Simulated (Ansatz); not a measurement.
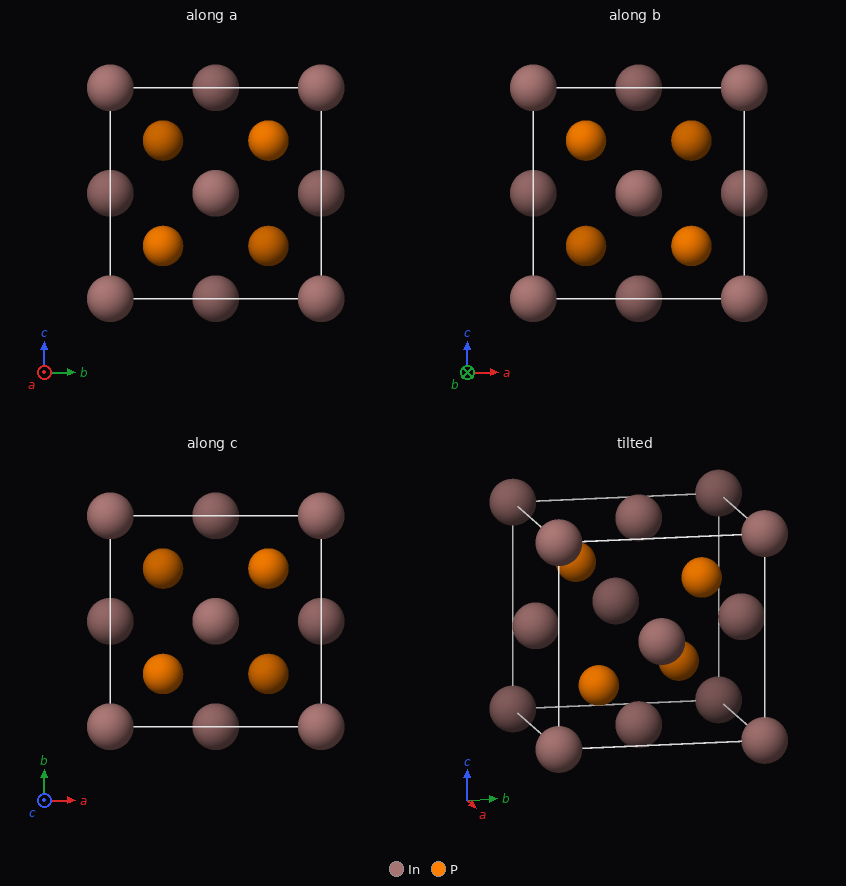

The image is a spheres-only drawing of a crystal, viewed along the a axis, along the b axis, along the c axis and slightly off an axis. The lines enclose the conventional unit cell; boundary atoms appear with their images.

Lattice parameters: a = 5.9371 Å, b = 5.9371 Å, c = 5.9371 Å, α = 90.000°, β = 90.000°, γ = 90.000°.

Q: Write the structure as a CIF in P1 with every atom of the cell.

A:
```cif
data_structure
_symmetry_space_group_name_H-M 'P 1'
_symmetry_Int_Tables_number 1
_cell_length_a 5.9371
_cell_length_b 5.9371
_cell_length_c 5.9371
_cell_angle_alpha 90.000
_cell_angle_beta 90.000
_cell_angle_gamma 90.000
_cell_volume 209.28
loop_
_atom_site_label
_atom_site_type_symbol
_atom_site_fract_x
_atom_site_fract_y
_atom_site_fract_z
_atom_site_occupancy
In1 In 0.0000 0.0000 0.0000 1
P1 P 0.2500 0.2500 0.7500 1
In2 In 0.0000 0.5000 0.5000 1
P2 P 0.2500 0.7500 0.2500 1
In3 In 0.5000 0.0000 0.5000 1
P3 P 0.7500 0.2500 0.2500 1
In4 In 0.5000 0.5000 0.0000 1
P4 P 0.7500 0.7500 0.7500 1
```

Starting structure: a structure type filled with these elements by a generator (whether the compound takes this form wasn't checked). The cell was then strained or its atoms displaced on purpose. Ansatz was used for an electronic-structure calculation on it.
